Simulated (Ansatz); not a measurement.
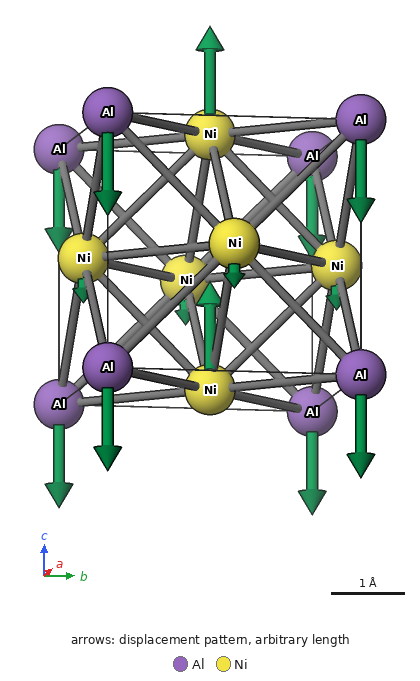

One vibrational mode of solid AlNi$_{3}$ at the zone centre. The green arrows give the relative displacements of the atoms. The picture is a ball-and-stick view of the cell of the calculation, seen from a free direction.

All numbers below come from DFT PBE, scalar-relativistic, plane waves, PAW in Ansatz 0.2.0. (plane-wave cutoff 420 eV; k-point mesh 14 × 14 × 14; occupations gaussian; smearing width 0.2 eV; collinear spin)

The frequencies depend somewhat on the k-mesh and the smearing.

What mode is this, and where does it lie in the spectrum?

Answer. This is the T₁u mode (triply degenerate; one member of the set is drawn) at 27.4 meV, optical level 2 of 3, counted from below, infrared-active by symmetry. All motion is along c; the kinetic energy is shared as Ni 74 %, Al 26 %. The crystal is a metal, so free carriers screen the infrared response.
